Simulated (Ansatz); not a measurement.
# Twisted graphene double bilayer, 27.80° (104 atoms): taking the cell apart

Aim: the interaction energy between the two parts of twisted graphene double bilayer, 27.80° (104 atoms) and its distance dependence.

Main program and level: Ansatz 0.2.0; Kohn-Sham DFT, PBE+D3(BJ), PAW (set soft_2), plane waves.

## Step 1: Starting point

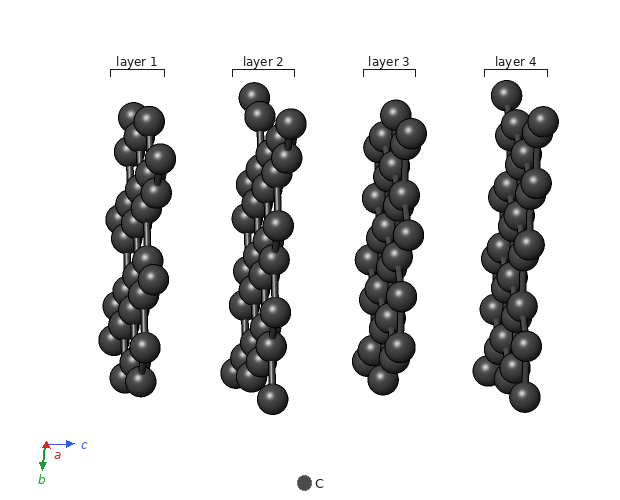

Start, viewed from the side, with the c axis across the page; carbon dark grey. Bonds to atoms that aren't drawn are left out. Some periodic images of atoms are drawn too.

The cell holds 104 atoms: 104 C. Its edges and angles: a = 8.870 Å, b = 8.870 Å, c = 24.180 Å, α = 90.0°, β = 90.0°, γ = 120.0°. It derives from C (graphene). Graphene (a = 2.46 Å) under graphene (a = 2.46 Å), double bilayer, commensurate cell of 13 unit cells a layer, twist 27.80 deg; facing planes 3.33, 3.52, 3.33 Å apart as built; 14 Å of vacuum; minimised with a classical potential. Regions: layer 1, 26 atoms (26 C); layer 2, 26 atoms (26 C); layer 3, 26 atoms (26 C); layer 4, 26 atoms (26 C). Vacuum lies along c.

## Step 2: Single point at the start

A single point comes first, to see the forces before anything moves.

File input.yaml:

```yaml
crystal:
  lattice:
    - [8.8697, 0.0, 0.0]
    - [-4.43485, 7.68139, 0.0]
    - [0.0, 0.0, 24.18]
  atoms:
    - { symbol: C, position: [0.12821, 0.17949, 0.29087] }
    - { symbol: C, position: [0.17949, 0.05128, 0.29084] }
    - { symbol: C, position: [0.20513, 0.48718, 0.29087] }
    - { symbol: C, position: [0.25641, 0.35897, 0.29084] }
    - { symbol: C, position: [0.28205, 0.79487, 0.29087] }
    - { symbol: C, position: [0.33333, 0.66667, 0.29084] }
    - { symbol: C, position: [0.35897, 0.10256, 0.29087] }
    - { symbol: C, position: [0.41026, 0.97436, 0.29084] }
    - { symbol: C, position: [0.4359, 0.41026, 0.29087] }
    - { symbol: C, position: [0.48718, 0.28205, 0.29084] }
    - { symbol: C, position: [0.51282, 0.71795, 0.29087] }
    - { symbol: C, position: [0.5641, 0.58974, 0.29084] }
    - { symbol: C, position: [0.58974, 0.02564, 0.29087] }
    - { symbol: C, position: [0.64103, 0.89744, 0.29084] }
    - { symbol: C, position: [0.66667, 0.33333, 0.29087] }
    - { symbol: C, position: [0.71795, 0.20513, 0.29084] }
    - { symbol: C, position: [0.74359, 0.64103, 0.29087] }
    - { symbol: C, position: [0.79487, 0.51282, 0.29084] }
    - { symbol: C, position: [0.82051, 0.94872, 0.29087] }
    - { symbol: C, position: [0.8718, 0.82051, 0.29084] }
    - { symbol: C, position: [0.89744, 0.25641, 0.29087] }
    - { symbol: C, position: [0.94872, 0.12821, 0.29084] }
    - { symbol: C, position: [0.97436, 0.5641, 0.29087] }
    - { symbol: C, position: [0.02564, 0.4359, 0.29084] }
    - { symbol: C, position: [0.05128, 0.87179, 0.29087] }
    - { symbol: C, position: [0.10256, 0.74359, 0.29084] }
    - { symbol: C, position: [0.25641, 0.35897, 0.43042] }
    - { symbol: C, position: [0.3077, 0.23077, 0.43036] }
    - { symbol: C, position: [0.33334, 0.66667, 0.43039] }
    - { symbol: C, position: [0.38462, 0.53847, 0.43038] }
    - { symbol: C, position: [0.41026, 0.97436, 0.43039] }
    - { symbol: C, position: [0.46154, 0.84616, 0.43038] }
    - { symbol: C, position: [0.48719, 0.28206, 0.43041] }
    - { symbol: C, position: [0.53847, 0.15385, 0.43038] }
    - { symbol: C, position: [0.56411, 0.58975, 0.43039] }
    - { symbol: C, position: [0.61539, 0.46154, 0.43038] }
    - { symbol: C, position: [0.64103, 0.89744, 0.43042] }
    - { symbol: C, position: [0.69231, 0.76923, 0.43036] }
    - { symbol: C, position: [0.71795, 0.20513, 0.43041] }
    - { symbol: C, position: [0.76924, 0.07693, 0.43036] }
    - { symbol: C, position: [0.79488, 0.51282, 0.43041] }
    - { symbol: C, position: [0.84616, 0.38462, 0.43038] }
    - { symbol: C, position: [0.8718, 0.82051, 0.4304] }
    - { symbol: C, position: [0.92308, 0.69231, 0.43036] }
    - { symbol: C, position: [0.94872, 0.12821, 0.4304] }
    - { symbol: C, position: [0.0, 0.0, 0.4304] }
    - { symbol: C, position: [0.02565, 0.4359, 0.43039] }
    - { symbol: C, position: [0.07693, 0.30769, 0.43036] }
    - { symbol: C, position: [0.10257, 0.74359, 0.43042] }
    - { symbol: C, position: [0.15385, 0.61538, 0.43038] }
    - { symbol: C, position: [0.17949, 0.05129, 0.4304] }
    - { symbol: C, position: [0.23077, 0.92308, 0.43036] }
    - { symbol: C, position: [0.74359, 0.10256, 0.56964] }
    - { symbol: C, position: [0.79487, 0.28205, 0.5696] }
    - { symbol: C, position: [0.66667, 0.33333, 0.5696] }
    - { symbol: C, position: [0.71795, 0.51282, 0.5696] }
    - { symbol: C, position: [0.4359, 0.02564, 0.56964] }
    - { symbol: C, position: [0.48718, 0.20513, 0.5696] }
    - { symbol: C, position: [0.58975, 0.5641, 0.56964] }
    - { symbol: C, position: [0.64102, 0.74359, 0.56961] }
    - { symbol: C, position: [0.35897, 0.25641, 0.56964] }
    - { symbol: C, position: [0.41026, 0.4359, 0.56958] }
    - { symbol: C, position: [0.1282, 0.94871, 0.56962] }
    - { symbol: C, position: [0.17949, 0.12821, 0.56959] }
    - { symbol: C, position: [0.51282, 0.79487, 0.56962] }
    - { symbol: C, position: [0.5641, 0.97436, 0.56958] }
    - { symbol: C, position: [0.28205, 0.48718, 0.56962] }
    - { symbol: C, position: [0.33333, 0.66667, 0.56961] }
    - { symbol: C, position: [0.05128, 0.17949, 0.56962] }
    - { symbol: C, position: [0.10256, 0.35898, 0.56961] }
    - { symbol: C, position: [0.82051, 0.8718, 0.56962] }
    - { symbol: C, position: [0.87179, 0.05128, 0.56959] }
    - { symbol: C, position: [0.20513, 0.71795, 0.56962] }
    - { symbol: C, position: [0.25641, 0.89743, 0.56961] }
    - { symbol: C, position: [0.97436, 0.41025, 0.56964] }
    - { symbol: C, position: [0.02564, 0.58974, 0.56958] }
    - { symbol: C, position: [0.89744, 0.64103, 0.56964] }
    - { symbol: C, position: [0.94872, 0.82051, 0.56959] }
    [... 20 atom lines left out ...]
    - { symbol: C, position: [0.02564, 0.58974, 0.70916] }
    - { symbol: C, position: [0.07692, 0.76923, 0.70913] }
    - { symbol: C, position: [0.79487, 0.28205, 0.70916] }
    - { symbol: C, position: [0.84615, 0.46153, 0.70913] }
    - { symbol: C, position: [0.71795, 0.51282, 0.70916] }
    - { symbol: C, position: [0.76923, 0.6923, 0.70913] }
kpoints:
  mp_grid: { grid: [3, 3, 1] }
hamiltonian:
  xc: pbe
  dispersion: d3bj
scf:
  occupations: { method: fermi_dirac, width: 0.05 }
output:
  forces: true
```

Run with:

```
ansatz run input.yaml --threads 8 --pin off --max-ram 31232MiB --backend cpu --events-out ev --progress --plain --runs-dir out
```

Numbers of over 12 decimals in the logs are rounded to 6 here.

What it wrote:

```text
Warning: at least one further symmetry operation maps every atom of the structure, as the run holds it, onto an atom to within 1.45e-5 (fractional), and is not used: to satisfy it, and what else the atoms miss by up to 2.00e-5, twice crystal.symmetry.tolerance (1.0e-5), an atom would have to move by the tolerance or more, and atoms are only ever moved by less. [...]
[...]
Pseudopotentials: kind: paw
Pseudopotential: C, paw, valence charge 4, recommended cutoff 420 eV (normal), C.paw.azcp
[... 5 lines on functional and potentials left out ...]
Crystal: 104 atoms, lattice volume = 1647.423 Å³
Basis set: ecut = 420 eV, 32187 PW (Γ), exchange–correlation on 120×120×324 points (8 copies of the dense FFT grid, shifted against one another)
Bands: 312, of which v1, the nominal top of the filled ones, is band 208 counted from 1 (207 counted from 0)
Symmetry: 1 space group operations
Space group: P1 (ITA 1), of the structure as read, at distance tolerance 1.2e-4 Å
k-points: 5 of 9 (time reversal used)
[... 3 lines on functional and potentials left out ...]
Initial density: superposition of atomic densities (neutral atoms: chi_scale 0, normalization atom), corrected by the library's trained network
Initial wavefunctions: pseudopotential atomic-orbital guess
[...]
SCF iter   1: F=—  HF=-26110.920342 eV  |F-HF|=—  |Δ(HF+E_count)|=         —  Δρ=2.43e-3  dr2=1.23e-1  ethr=1.77e-3  ⟨swp⟩=8.4  Hψ=8784  notcnv=0  defer=308
preconditioner: auto → LDOS  [metal: Δε(μ)=0.046 eV  Ē_g=15.384 eV  σ=0.050 eV  W_gap=0.22  n_scr=262 (ndim 8)  ℏωp=18.7 eV  f_vac=0.442  D(μ)=8.50/eV (n_scr^D=24)  β→1.0]
[...]
SCF iter   7: F=—  HF=-26110.916211 eV  |F-HF|=—  |Δ(HF+E_count)|=   4.42e-6  Δρ=3.53e-6  dr2=2.18e-7  ethr=2.40e-11  ⟨swp⟩=5.0  Hψ=4896  notcnv=0
SCF iter   8: F=-26110.916211 eV  HF=-26110.916211 eV  |F-HF|=1.24e-8  |Δ(HF+E_count)|=   3.91e-7  Δρ=6.43e-7  dr2=7.99e-9  ethr=2.40e-11  ⟨swp⟩=4.0  Hψ=4296  notcnv=0
SCF 1 converged in 8 iterations: F = -26110.916211 eV  dr2 = 7.99e-9
[...]
SCF converged after 8 iterations
Free energy (F): -26110.916211 eV
Harris-Foulkes:  -26110.916211 eV  (|F-HF|=1.24e-8)
Internal energy: -26110.853613 eV  (E = F + TS)
E sigma→0 (E₀):  -26110.884912 eV
Entropy (-TS):   -0.062598 eV (-0.602 meV/atom)
Fermi energy:    2.003412 eV
--- Per-component energies (eV) ---
[...]
Σ components = -26110.916211   (vs F -26110.916211, Δ=0.00e0)
--- Forces (eV/Å), atoms counted from 1 ---
  atom   1  C     -0.00042555    -0.00178036    -0.02407807
  atom   2  C     -0.00213332    -0.00007460     0.02956684
  atom   3  C     -0.00100946    -0.00085585    -0.02416265
  atom   4  C     -0.00046058     0.00291620     0.02878429
[...]
atom 104  C     -0.00198190     0.00298513     0.02424686
  max |Σ_I F_I| component: 3.54e-6 eV/Å
```

Elapsed: 53 s, on 8 threads of Arm Neoverse V1, shared host; peak memory 9.6 GiB; 7 min of CPU time.

The program notes that the atoms just miss a symmetry operation.

The r.m.s. force at the start is 0.018 eV/Å.

## Step 3: Relaxation

The atoms are relaxed in the fixed cell, aiming at the force tolerance of the input.

File input.yaml:

```yaml
crystal:
  lattice:
    - [8.8697, 0.0, 0.0]
    - [-4.43485, 7.68139, 0.0]
    - [0.0, 0.0, 24.18]
  atoms:
    [... the 104 atom lines of step 2 ...]
kpoints:
  mp_grid: { grid: [3, 3, 1] }
hamiltonian:
  xc: pbe
  dispersion: d3bj
scf:
  occupations: { method: fermi_dirac, width: 0.05 }
output:
  forces: true
relax:
  f_tol: 0.05
  max_steps: 120
```

What it wrote:

```text
[...]
Crystal: 104 atoms, lattice volume = 1647.423 Å³
Basis set: ecut = 420 eV, 32187 PW (Γ), exchange–correlation on 120×120×324 points (8 copies of the dense FFT grid, shifted against one another)
Bands: 312, of which v1, the nominal top of the filled ones, is band 208 counted from 1 (207 counted from 0)
Symmetry: 1 space group operations
[...]
k-points: 5 of 9 (time reversal used)
[...]
SCF iter   1: F=—  HF=-26110.920342 eV  |F-HF|=—  |Δ(HF+E_count)|=         —  Δρ=2.43e-3  dr2=1.23e-1  ethr=1.77e-3  ⟨swp⟩=8.4  Hψ=8784  notcnv=0  defer=308
[...]
SCF iter   6: F=-26110.916211 eV  HF=-26110.916206 eV  |F-HF|=4.44e-6  |Δ(HF+E_count)|=   1.52e-6  Δρ=7.31e-6  dr2=5.58e-7  ethr=1.39e-8  ⟨swp⟩=2.0  Hψ=4273  notcnv=0
SCF 1 converged in 6 iterations: F = -26110.916211 eV  dr2 = 5.58e-7
[...]
relax step   1: F+E_penalty+E_count = -26110.91621082 eV  Δ(F+E_penalty+E_count) = +0.000e0 eV  max|allowed force component| = 4.543e-2 eV/Å  Δτ_max = 0.0000 Å  (6 SCF iters, dr2 threshold 6.25e-5 eV, accepted)
[...]
iter 1 solved again at ethr=1.46e-10 eV; its pass at ethr=3.10e-3 eV (dr2=6.06e-7 eV) is discarded
[...]
SCF iter   4: F=-26110.916211 eV  HF=-26110.916211 eV  |F-HF|=5.60e-9  |Δ(HF+E_count)|=   1.29e-8  Δρ=5.97e-7  dr2=7.64e-9  ethr=2.40e-11  ⟨swp⟩=3.2  Hψ=3665  notcnv=0
SCF 2 converged in 4 iterations: F = -26110.916211 eV  dr2 = 7.64e-9
relax step   2: F+E_penalty+E_count = -26110.91621102 eV  Δ(F+E_penalty+E_count) = -2.019e-7 eV  max|allowed force component| = 4.542e-2 eV/Å  Δτ_max = 0.0000 Å  (4 SCF iters, accepted)
SCF converged after 4 iterations
Free energy (F): -26110.916211 eV
[...]
Internal energy: -26110.853613 eV  (E = F + TS)
E sigma→0 (E₀):  -26110.884912 eV
Entropy (-TS):   -0.062598 eV (-0.602 meV/atom)
Fermi energy:    2.003421 eV
[...]
--- Forces (eV/Å), atoms counted from 1 ---
  atom   1  C     -0.00042466    -0.00177798    -0.02406620
  atom   2  C     -0.00213218    -0.00007425     0.02957971
  atom   3  C     -0.00100826    -0.00085568    -0.02415059
  atom   4  C     -0.00046015     0.00291574     0.02879710
  atom   5  C     -0.00192079     0.00194339    -0.02414958
  atom   6  C      0.00285594    -0.00162444     0.02976406
  atom   7  C      0.00198414     0.00185562    -0.02423766
  atom   8  C     -0.00236124    -0.00177158     0.02964508
  atom   9  C      0.00055438    -0.00340898    -0.02399939
  atom  10  C     -0.00019181     0.00003285     0.02933597
  atom  11  C      0.00044152     0.00014522    -0.02415060
  atom  12  C     -0.00061699     0.00359686     0.02963992
  atom  13  C      0.00259973     0.00171620    -0.02400060
  atom  14  C     -0.00171154    -0.00202856     0.02879664
[...]
atom 103  C     -0.00083648    -0.00232461    -0.02957448
  atom 104  C     -0.00198074     0.00298615     0.02423562
  max |Σ_I F_I| component: 4.94e-6 eV/Å
--- Relaxed structure (2 steps of the walk, 2 accepted, 0 SCFs on fresh bases) ---
  F+E_penalty+E_count = -26110.91621102 eV   max|allowed force component| = 4.542e-2 eV/Å
  atoms:
    - { symbol: C, position: [0.12821, 0.17949, 0.290870] }
    - { symbol: C, position: [0.179490, 0.05128, 0.290840] }
    - { symbol: C, position: [0.205130, 0.487180, 0.290870] }
    - { symbol: C, position: [0.25641, 0.35897, 0.290840] }
[...]
- { symbol: C, position: [0.769230, 0.6923, 0.709130] }
```

Wall time 81 s (8 threads); peak memory 9.6 GiB; 11 min of CPU time.

The relaxation converged after 2 steps, 0 eV below its start, with a largest force component of 0.045 eV/Å.

(Part 1 of 3 ends here.)

[Logs are printed without paths, hosts, clocks, repeated set-up lines and the standing remarks that a program may print on its own settings, such as how far it seeks lower states.]

[Hosts, paths, dates, database ids (printed as entryN), source tags and the programs' standing remarks are cut or masked in the printed files.]
